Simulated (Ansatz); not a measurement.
# Geometry relaxation, with input and output: TaN (part 2 of 2)

The same run, continued: TaN (slab, 6 atoms in the cell); DFT r2SCAN, scalar-relativistic, plane waves, PAW, no spin polarisation (Ansatz 0.2.0); cutoff 500 eV, 9×9×1 k-mesh, Gaussian smearing of 0.1 eV. The structure derives from an entry of the Crystallography Open Database. The input holds or restrains some coordinates. Forces given for the steps count only the free coordinates. It belongs to a series of runs on one base structure; here: clean slab, lower half held.

Geometry of the input (Å; fractional positions):
```
3.1088  0.0000  0.0000
-1.5544  2.6923  0.0000
0.0000  0.0000  23.3458
Ta 0.3333  0.6667  0.3641
N  0.6667  0.3333  0.4185
Ta 0.0000  0.0000  0.4728
N  0.3333  0.6667  0.5272
Ta 0.6667  0.3333  0.5815
N  0.0000  0.0000  0.6359
```

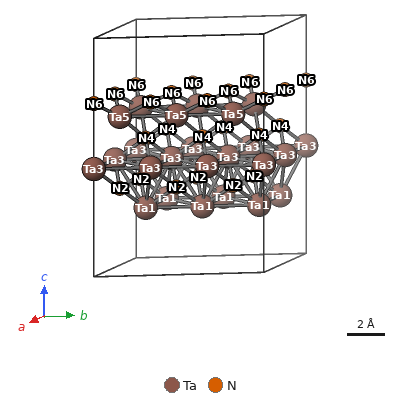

Figure 1. The geometry at step 2 of the log (ball-and-stick view of the 2 × 3 repeat of the cell, with the vacuum cut short, seen slightly off an axis; atoms are numbered from 1 in the order of the input).

**The program's output, continued**
```
SCF iter   1: F=—  HF=-30991.210479 eV  |F-HF|=—  |Δ(HF+E_count)|=         —  Δρ=8.69e-4  dr2=5.15e-3  dr2_τ=1.19e-2  ethr=5.44e-5  p=-0.018 e·Å  D=-1.65e-2 V/Å  ΔV_dip=0.39 eV  dr2_dipole=8.64e-4  V_vac-E_F(+/−)=5.51/5.13 eV  ⟨swp⟩=2.0  Hψ=797  notcnv=0  defer=5
efield: sawtooth ramp at fractional position 0.9800 (handed on by an earlier solve), width 0.0400; the density the first Hamiltonian is built on has a dipole p = -0.018 e·Å; the dipole correction subtracts the counter field D = -1.65e-2 V/Å, which shifts the + side's vacuum level by +0.39 eV against the − side's; the planar-averaged density in the ramp window peaks in size at 2.8e-6 e/Å³
preconditioner: auto → LDOS  [metal: Δε(μ)=0.043 eV  Ē_g=9.205 eV  σ=0.100 eV  W_gap=0.24  n_scr=16 (ndim 8)  ℏωp=14.5 eV  f_vac=0.587  D(μ)=5.40/eV (n_scr^D=16)  β→1.0]
SCF iter   2: F=—  HF=-30991.213044 eV  |F-HF|=—  |Δ(HF+E_count)|=   2.56e-3  Δρ=4.14e-4  dr2=4.97e-4  dr2_τ=3.72e-5  ethr=9.53e-6  p=-0.018 e·Å  D=-1.69e-2 V/Å  ΔV_dip=0.39 eV  dr2_dipole=8.50e-5  V_vac-E_F(+/−)=5.52/5.13 eV  ⟨swp⟩=3.0  Hψ=897  notcnv=0  defer=5
SCF iter   3: F=—  HF=-30991.213062 eV  |F-HF|=—  |Δ(HF+E_count)|=   1.78e-5  Δρ=1.51e-4  dr2=1.17e-4  dr2_τ=1.04e-5  ethr=9.21e-7  p=-0.018 e·Å  D=-1.65e-2 V/Å  ΔV_dip=0.39 eV  dr2_dipole=1.16e-5  V_vac-E_F(+/−)=5.52/5.13 eV  ⟨swp⟩=2.2  Hψ=696  notcnv=0  defer=5
SCF iter   4: F=—  HF=-30991.213053 eV  |F-HF|=—  |Δ(HF+E_count)|=   8.49e-6  Δρ=3.65e-5  dr2=2.21e-5  dr2_τ=3.37e-7  ethr=2.17e-7  p=-0.018 e·Å  D=-1.66e-2 V/Å  ΔV_dip=0.39 eV  dr2_dipole=5.90e-6  V_vac-E_F(+/−)=5.52/5.13 eV  ⟨swp⟩=2.0  Hψ=662  notcnv=0  defer=5
SCF iter   5: F=—  HF=-30991.212921 eV  |F-HF|=—  |Δ(HF+E_count)|=   1.32e-4  Δρ=1.83e-5  dr2=1.53e-6  dr2_τ=4.07e-8  ethr=4.10e-8  p=-0.018 e·Å  D=-1.67e-2 V/Å  ΔV_dip=0.39 eV  dr2_dipole=2.51e-7  V_vac-E_F(+/−)=5.52/5.13 eV  ⟨swp⟩=2.0  Hψ=546  notcnv=0  defer=5
SCF iter   6: F=—  HF=-30991.212921 eV  |F-HF|=—  |Δ(HF+E_count)|=   2.20e-7  Δρ=4.97e-6  dr2=1.00e-7  dr2_τ=7.58e-9  ethr=2.84e-9  p=-0.018 e·Å  D=-1.67e-2 V/Å  ΔV_dip=0.39 eV  dr2_dipole=3.05e-8  V_vac-E_F(+/−)=5.52/5.13 eV  ⟨swp⟩=2.2  Hψ=587  notcnv=0  defer=5
SCF iter   7: F=-30991.212921 eV  HF=-30991.212921 eV  |F-HF|=2.74e-8  |Δ(HF+E_count)|=   4.75e-8  Δρ=2.02e-6  dr2=3.48e-8  dr2_τ=7.98e-10  ethr=1.85e-10  p=-0.018 e·Å  D=-1.67e-2 V/Å  ΔV_dip=0.39 eV  dr2_dipole=7.97e-9  V_vac-E_F(+/−)=5.52/5.13 eV  ⟨swp⟩=18.4  Hψ=3851  notcnv=0
SCF 4 converged in 7 iterations: F = -30991.212921 eV  dr2 = 3.48e-8
relax step   4: F+E_penalty+E_count = -30991.21292118 eV  Δ(F+E_penalty+E_count) = -1.323e-3 eV  max|allowed force component| = 1.114e-1 eV/Å  Δτ_max = 0.0114 Å  (7 SCF iters, accepted)
SCF iter   1: F=—  HF=-30991.210133 eV  |F-HF|=—  |Δ(HF+E_count)|=         —  Δρ=1.03e-3  dr2=4.60e-3  dr2_τ=1.83e-2  ethr=1.41e-4  p=-0.018 e·Å  D=-1.67e-2 V/Å  ΔV_dip=0.39 eV  dr2_dipole=8.77e-4  V_vac-E_F(+/−)=5.51/5.12 eV  ⟨swp⟩=2.0  Hψ=782  notcnv=0  defer=7
efield: sawtooth ramp at fractional position 0.9800 (handed on by an earlier solve), width 0.0400; the density the first Hamiltonian is built on has a dipole p = -0.018 e·Å; the dipole correction subtracts the counter field D = -1.67e-2 V/Å, which shifts the + side's vacuum level by +0.39 eV against the − side's; the planar-averaged density in the ramp window peaks in size at 2.8e-6 e/Å³
preconditioner: auto → LDOS  [metal: Δε(μ)=0.033 eV  Ē_g=9.197 eV  σ=0.100 eV  W_gap=0.18  n_scr=16 (ndim 8)  ℏωp=14.5 eV  f_vac=0.587  D(μ)=5.47/eV (n_scr^D=16)  β→1.0]
SCF iter   2: F=—  HF=-30991.214101 eV  |F-HF|=—  |Δ(HF+E_count)|=   3.97e-3  Δρ=4.30e-4  dr2=4.85e-4  dr2_τ=2.16e-5  ethr=8.52e-6  p=-0.017 e·Å  D=-1.60e-2 V/Å  ΔV_dip=0.37 eV  dr2_dipole=7.63e-5  V_vac-E_F(+/−)=5.51/5.14 eV  ⟨swp⟩=3.1  Hψ=890  notcnv=0  defer=8
SCF iter   3: F=—  HF=-30991.214124 eV  |F-HF|=—  |Δ(HF+E_count)|=   2.30e-5  Δρ=1.50e-4  dr2=1.63e-4  dr2_τ=7.99e-6  ethr=8.99e-7  p=-0.017 e·Å  D=-1.57e-2 V/Å  ΔV_dip=0.37 eV  dr2_dipole=2.51e-5  V_vac-E_F(+/−)=5.50/5.14 eV  ⟨swp⟩=2.1  Hψ=661  notcnv=0  defer=8
SCF iter   4: F=—  HF=-30991.214118 eV  |F-HF|=—  |Δ(HF+E_count)|=   6.69e-6  Δρ=4.72e-5  dr2=2.27e-5  dr2_τ=3.71e-7  ethr=3.01e-7  p=-0.017 e·Å  D=-1.58e-2 V/Å  ΔV_dip=0.37 eV  dr2_dipole=6.30e-6  V_vac-E_F(+/−)=5.50/5.14 eV  ⟨swp⟩=2.5  Hψ=707  notcnv=0  defer=8
SCF iter   5: F=—  HF=-30991.213996 eV  |F-HF|=—  |Δ(HF+E_count)|=   1.22e-4  Δρ=2.09e-5  dr2=4.52e-6  dr2_τ=6.40e-8  ethr=4.20e-8  p=-0.017 e·Å  D=-1.58e-2 V/Å  ΔV_dip=0.37 eV  dr2_dipole=1.04e-6  V_vac-E_F(+/−)=5.50/5.14 eV  ⟨swp⟩=2.1  Hψ=582  notcnv=0  defer=8
SCF iter   6: F=—  HF=-30991.213996 eV  |F-HF|=—  |Δ(HF+E_count)|=   1.29e-7  Δρ=8.83e-6  dr2=5.01e-7  dr2_τ=9.13e-9  ethr=8.37e-9  p=-0.017 e·Å  D=-1.58e-2 V/Å  ΔV_dip=0.37 eV  dr2_dipole=1.59e-7  V_vac-E_F(+/−)=5.50/5.14 eV  ⟨swp⟩=2.1  Hψ=497  notcnv=0  defer=8
SCF iter   7: F=-30991.213996 eV  HF=-30991.213996 eV  |F-HF|=4.86e-8  |Δ(HF+E_count)|=   9.04e-8  Δρ=3.17e-6  dr2=8.50e-8  dr2_τ=2.63e-9  ethr=1.85e-10  p=-0.017 e·Å  D=-1.58e-2 V/Å  ΔV_dip=0.37 eV  dr2_dipole=1.88e-8  V_vac-E_F(+/−)=5.50/5.14 eV  ⟨swp⟩=18.8  Hψ=3932  notcnv=0
SCF 5 converged in 7 iterations: F = -30991.213996 eV  dr2 = 8.50e-8
relax step   5: F+E_penalty+E_count = -30991.21399615 eV  Δ(F+E_penalty+E_count) = -1.075e-3 eV  max|allowed force component| = 5.111e-3 eV/Å  Δτ_max = 0.0137 Å  (7 SCF iters, accepted)
iter 1 solved again at ethr=1.57e-10 eV; its pass at ethr=3.10e-3 eV (dr2=8.50e-8 eV) is discarded
SCF iter   1: F=—  HF=-30991.213996 eV  |F-HF|=—  |Δ(HF+E_count)|=         —  Δρ=3.17e-6  dr2=8.50e-8  dr2_τ=2.63e-9  ethr=1.57e-10  p=-0.017 e·Å  D=-1.58e-2 V/Å  ΔV_dip=0.37 eV  dr2_dipole=1.88e-8  V_vac-E_F(+/−)=5.50/5.14 eV  ⟨swp⟩=1.0  Hψ=1851  notcnv=0
efield: sawtooth ramp at fractional position 0.9800 (kept from the solve that this one continues, or follows in the run), width 0.0400; the density the first Hamiltonian is built on has a dipole p = -0.017 e·Å; the dipole correction subtracts the counter field D = -1.58e-2 V/Å, which shifts the + side's vacuum level by +0.37 eV against the − side's; the planar-averaged density in the ramp window peaks in size at 2.8e-6 e/Å³
preconditioner: auto → LDOS  [metal: Δε(μ)=0.028 eV  Ē_g=9.197 eV  σ=0.100 eV  W_gap=0.16  n_scr=16 (ndim 8)  ℏωp=14.5 eV  f_vac=0.587  D(μ)=5.51/eV (n_scr^D=16)  β→1.0]
SCF iter   2: F=-30991.213996 eV  HF=-30991.213996 eV  |F-HF|=1.96e-8  |Δ(HF+E_count)|=   3.55e-8  Δρ=1.59e-6  dr2=2.13e-8  dr2_τ=5.41e-10  ethr=1.57e-10  p=-0.017 e·Å  D=-1.58e-2 V/Å  ΔV_dip=0.37 eV  dr2_dipole=8.12e-9  V_vac-E_F(+/−)=5.50/5.14 eV  ⟨swp⟩=12.2  Hψ=3212  notcnv=0
SCF 6 converged in 2 iterations: F = -30991.213996 eV  dr2 = 2.13e-8
WARN: The output density's exchange-correlation potential varies sharply where the density is thin. Do not read a vacuum level from v_tot or v_xc, or from such a field of the output density. On a cell that repeats whose density bears no net charge and no dipole along the vacuum's axis use v_es (v_loc + v_h of the components); under efield.dipole_correction with no amplitude use v_es + v_field, which holds any external_charges[].barrier, or the levels of the report's work_function block, which leave it out; under a non-zero efield.amplitude the vacuum is tilted and has no level; on a cell that repeats and bears such a dipole with no correction it is tilted too, and efield.dipole_correction with no amplitude gives each side of its ramp a level where efield: is served; in a cell that repeats whose density bears a net charge (total_charge, or a fill off its count) it is curved and has none; of a slab under crystal.periodic whose density bears no net charge use v_es, which has a level on each side, short of where the two are joined; of another it falls or rises all the way out and has none; of a slab beside external_charges read slab_vacuum_level instead, which it has where they leave it neutral. The grid or the basis barely resolves most such structure, and the values can differ between equally converged runs; as a rule a tighter scf.convergence.dr2_threshold does not remove it. Where the density itself ripples (under the LDA too) a higher basis.ecutwfc lessens it. The files hold the spikes' plane waves up to the density's cutoff. Files: v_tot_of_output_density and the like, and their columns of v_z.tsv (output.write_potential); v_xc_of_output_density and the like, and their columns of v_comp_z.tsv (output.write_potential_components). Measured: with its Gaussian average of σ = 0.25 Å subtracted twice, the exchange-correlation potential is over 0.1 eV at 3658 of the grid points where the equally averaged density (valence and model cores) is under 1e-3 e/Å³, and 0.414 eV at the most among them, at an averaged density of 3.4e-9 e/Å³. The input density's (outcome.potential() and, of a run that writes arrays, v_tot and v_xc) is over 0.1 eV, so measured, at 563 points of its own thin density, 0.676 eV at the most. See output.write_potential in the manual, Limitations
SCF converged after 2 iterations
Free energy (F): -30991.213996 eV
Harris-Foulkes:  -30991.213996 eV  (|F-HF|=1.96e-8)
Internal energy: -30991.186472 eV  (E = F + TS)
E sigma→0 (E₀):  -30991.200234 eV
Entropy (-TS):   -0.027525 eV (-4.587 meV/atom)
Fermi energy:    3.408176 eV
Dipole field:    D = -0.015679 V/Å  (p = -0.016931 e·Å, saw-weighted, corrected)
Work function:   Φ+ = 5.5032 eV   Φ− = 5.1372 eV
Levels:          The Fermi level and band energies are counted from a zero that moves with the ramp; work functions are not
--- Per-component energies (eV) ---
  E_band       = -1136.263366
  E_kinetic    = 1495.268079
  E_local      = -57853.451953  (includes V_loc(G=0)·N_el)
  E_nonlocal   = 178.053498
  E_hartree    = 28167.554251
  E_xc         = -792.336882
  E_vxc        = -919.224388  (∫ρ·V_xc dr)
  E_paw        = -25655.135011  (= ΣΔE_a)
  E_vpaw       = -419.669176  (= ΣTr[D̂ρ^β])
  E_aug_tail   = 0.000245  (compensation charges beyond the density's cutoff)
  E_vtau       = 47.888683  (kinetic-family band-sum trace: ∫τ·v_τ [+ j·A + Jᵃ·Aᵃ] dr)
  E_efield     = 0.000133  (sawtooth field / dipole correction)
  E_vefield    = -0.232024  (∫n·V_field dr)
  E_ewald      = 23471.218703
  E_core_change = -2.357535  (= ΣΔE_core)
  E_smearing   = -0.027525  (= −TS)
  E_closure    = -0.000000  (closes the sum)
  Σ components = -30991.213996   (vs F -30991.213996, Δ=0.00e0)
--- Forces (eV/Å), atoms counted from 1 ---
  atom   1  Ta     0.00000000     0.00000000     0.57560268
  atom   2  N     -0.00000000     0.00000000    -0.53017289
  atom   3  Ta    -0.00000000     0.00000000    -0.05136985
  atom   4  N      0.00000000     0.00000000     0.00510107
  atom   5  Ta     0.00000000     0.00000000    -0.00344823
  atom   6  N      0.00000000     0.00000000     0.00425914
  max |Σ_I F_I| component: 2.81e-5 eV/Å
--- Band table (eV; the first three rows and the last of 12) ---
  k-point 0: bands = ["-68.0685", "-68.0280", "-67.2357", "-34.2387", "-33.9168", "-33.7118", "-33.7118", "-33.6792", "-33.6792", "-33.2608", "-32.6870", "-32.6870", "-15.8201", "-14.4947", "-12.6557", "-5.9124", "-3.8541", "-3.8541", "-3.4440", "-2.6696", "-2.6696", "-1.1277", "-0.5086", "-0.5086", "1.6357", "2.4326", "2.4326", "2.4535", "3.7209", "3.9115", "3.9115", "5.1074", "5.1074"]
  k-point 1: bands = ["-68.0634", "-68.0235", "-67.2314", "-34.2127", "-33.9236", "-33.7828", "-33.7617", "-33.7329", "-33.6939", "-33.2516", "-32.7565", "-32.7026", "-15.6029", "-14.4271", "-12.6851", "-5.7371", "-4.0693", "-3.7303", "-3.4440", "-2.7667", "-2.6095", "-1.5156", "-0.7498", "-0.5719", "1.4368", "2.0146", "2.7488", "2.9278", "3.6147", "4.2293", "4.3099", "4.8131", "5.0180"]
  k-point 2: bands = ["-68.0505", "-68.0122", "-67.2203", "-34.1499", "-34.0428", "-33.9710", "-33.8422", "-33.7844", "-33.7324", "-33.2330", "-32.9282", "-32.7420", "-15.0735", "-14.3345", "-12.6757", "-5.3280", "-4.4875", "-3.6398", "-3.5243", "-3.2218", "-2.5364", "-1.9773", "-0.9879", "-0.4930", "0.9738", "1.7363", "3.1462", "3.5812", "4.0068", "4.3655", "4.6094", "5.2898", "5.7135"]
  k-point 11: bands = ["-68.0191", "-67.9850", "-67.1937", "-34.2429", "-34.2114", "-34.1902", "-34.0882", "-33.8783", "-33.8730", "-33.1938", "-33.1125", "-33.0552", "-14.2003", "-14.0984", "-12.2131", "-5.1197", "-4.6552", "-4.5342", "-3.5567", "-3.5438", "-3.3272", "-2.3940", "-0.5790", "-0.0495", "2.1988", "2.5958", "3.4130", "4.1651", "4.3357", "5.0891", "5.1433", "5.9929", "6.1649"]
--- Relaxed structure (5 steps of the walk, 5 accepted, 0 SCFs on fresh bases) ---
  F+E_penalty+E_count = -30991.21399615 eV   max|allowed force component| = 5.111e-3 eV/Å
  atoms:
    - { symbol: Ta, position: [0.33333333333333326, 0.6666666666666665, 0.3640904332] }
    - { symbol: N, position: [0.6666666666666666, 0.33333333333333326, 0.4184542599] }
    - { symbol: Ta, position: [0.0, 0.0, 0.4728180866] }
    - { symbol: N, position: [0.33333333333333326, 0.6666666666666665, 0.5275468736611365] }
    - { symbol: Ta, position: [0.6666666666666666, 0.33333333333333326, 0.5869040637958476] }
    - { symbol: N, position: [4.2291577051944096e-32, 0.0, 0.6251633642454422] }
```

**Trajectory as extended XYZ (Å, eV, eV/Å), 5 frames, from step=1 to step=5**
```
6
Lattice="3.1088 0.0000 0.0000 -1.5544 2.6923 0.0000 0.0000 0.0000 23.3458" Properties=species:S:1:pos:R:3:forces:R:3 step=1 energy=-30990.10508
Ta    0.0000    1.7949    8.5000    0.0000   0.0000   0.3868
N     1.5544    0.8974    9.7692    0.0000   0.0000  -0.5598
Ta    0.0000    0.0000   11.0383    0.0000   0.0000  -0.1402
N     0.0000    1.7949   12.3075    0.0000   0.0000  -0.4775
Ta    1.5544    0.8974   13.5767    0.0000   0.0000   6.0166
N     0.0000    0.0000   14.8458    0.0000   0.0000  -5.2273
6
Lattice="3.1088 0.0000 0.0000 -1.5544 2.6923 0.0000 0.0000 0.0000 23.3458" Properties=species:S:1:pos:R:3:forces:R:3 step=2 energy=-30991.19783
Ta    0.0000    1.7949    8.5000    0.0000   0.0000   0.6048
N     1.5544    0.8974    9.7692    0.0000   0.0000  -0.5142
Ta    0.0000    0.0000   11.0383    0.0000   0.0000   0.2089
N     0.0000    1.7949   12.3431    0.0000   0.0000  -0.1793
Ta    1.5544    0.8974   13.7200    0.0000   0.0000   0.5425
N     0.0000    0.0000   14.6511    0.0000   0.0000  -0.6662
6
Lattice="3.1088 0.0000 0.0000 -1.5544 2.6923 0.0000 0.0000 0.0000 23.3458" Properties=species:S:1:pos:R:3:forces:R:3 step=3 energy=-30991.21160
Ta    0.0000    1.7949    8.5000    0.0000   0.0000   0.5245
N     1.5544    0.8974    9.7692    0.0000   0.0000  -0.5322
Ta    0.0000    0.0000   11.0383    0.0000   0.0000  -0.1175
N     0.0000    1.7949   12.3132    0.0000   0.0000  -0.1000
Ta    1.5544    0.8974   13.6810    0.0000   0.0000   0.1122
N     0.0000    0.0000   14.5710    0.0000   0.0000   0.1118
6
Lattice="3.1088 0.0000 0.0000 -1.5544 2.6923 0.0000 0.0000 0.0000 23.3458" Properties=species:S:1:pos:R:3:forces:R:3 step=4 energy=-30991.21292
Ta    0.0000    1.7949    8.5000    0.0000   0.0000   0.5310
N     1.5544    0.8974    9.7692    0.0000   0.0000  -0.5352
Ta    0.0000    0.0000   11.0383    0.0000   0.0000  -0.1515
N     0.0000    1.7949   12.3023    0.0000   0.0000   0.1114
Ta    1.5544    0.8974   13.6899    0.0000   0.0000   0.0099
N     0.0000    0.0000   14.5824    0.0000   0.0000   0.0345
6
Lattice="3.1088 0.0000 0.0000 -1.5544 2.6923 0.0000 0.0000 0.0000 23.3458" Properties=species:S:1:pos:R:3:forces:R:3 step=5 energy=-30991.21400
Ta    0.0000    1.7949    8.5000    0.0000   0.0000   0.5756
N     1.5544    0.8974    9.7692    0.0000   0.0000  -0.5303
Ta    0.0000    0.0000   11.0383    0.0000   0.0000  -0.0514
N     0.0000    1.7949   12.3160    0.0000   0.0000   0.0051
Ta    1.5544    0.8974   13.7018    0.0000   0.0000  -0.0033
N     0.0000    0.0000   14.5950    0.0000   0.0000   0.0042
```

**Summary**

- outcome: converged under the restraints of the input
- electrons treated: 54
- free energy: −30991.2140 eV
- work function, top face: 5.50 eV
- work function, bottom face: 5.14 eV
- Fermi energy: 3.408 eV
- gap on the k-point mesh: none (metallic)
- final volume: 195.40 Å³
- work function (upper face): 5.50 eV
- largest force (length of the vector) at the end, held atoms and coordinates included: 0.576 eV/Å
- hardware: 2 threads of Arm Neoverse V2, 24 GiB of memory available, shared host
- wall time: 45 s (CPU time 88 s)
- peak memory: 0.83 GiB

**Notes**

The program warns: the exchange-correlation potential is rough where the density is thin. Spin–orbit coupling is left out, which matters for Ta.
